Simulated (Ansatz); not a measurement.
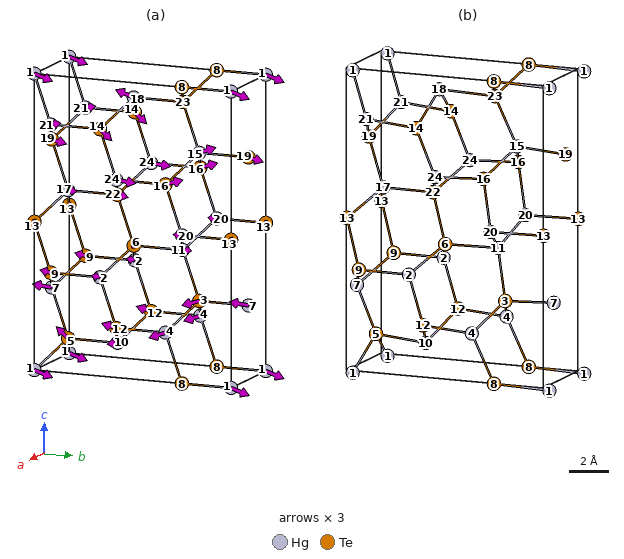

The structure of an interface cell of composition HgTe before (left) and after (right) a relaxation, at one scale. The purple arrows give the displacements (the part carried along by the change of the cell is left out), magnified 3 times.

A ball-and-stick model of the cell of the calculation, seen slightly off an axis.

Case: antiphase boundary on (2 1 1), species swapped.

Computed with Ansatz, DFT PBEsol, scalar-relativistic, plane waves, PAW. (plane-wave cutoff 420 eV; k-point mesh 8 × 4 × 2; occupations gaussian; smearing width 0.1 eV; no spin polarisation; cell relaxed at fixed a, b, alpha, beta, gamma; force threshold 0.02 eV/Å; at most 45 steps)

Question: Describe what moved and what it gained.

Answer: After 6 accepted moves (7 points after the start) the energy has fallen by 0.621 eV per cell of the calculation. The largest force component goes from 0.62 to 0.011 eV/Å. The pressure goes from 1.22 to 0.24 GPa. At 1 point the geometry stayed and the basis and grid were re-selected for the new cell (energy shift of 3.0 meV per cell of the calculation at most each time). The largest moves relative to the cell, 0.39 Å, are those of Hg7 and Hg24. Hg7 goes along −b. By element the largest moves are Hg 0.39 Å, Te 0.36 Å. Cell: a unchanged at 4.603 Å, b unchanged at 11.275 Å, c 15.945 → 16.267 Å (+2.0 %). Volume +2.0 %. Some distances before and after: Hg18–Te23 2.819 → 3.180 Å, Te13–Hg20 2.819 → 3.034 Å, Hg10–Hg18 2.819 → 2.673 Å, Hg11–Hg20 2.819 → 2.733 Å. Bond angles that change, for instance: Hg18–Te14–Hg21 109.5° → 93.9°, Hg20–Te16–Hg24 109.5° → 95.3°, Te5–Hg1–Te8 109.5° → 95.8°.
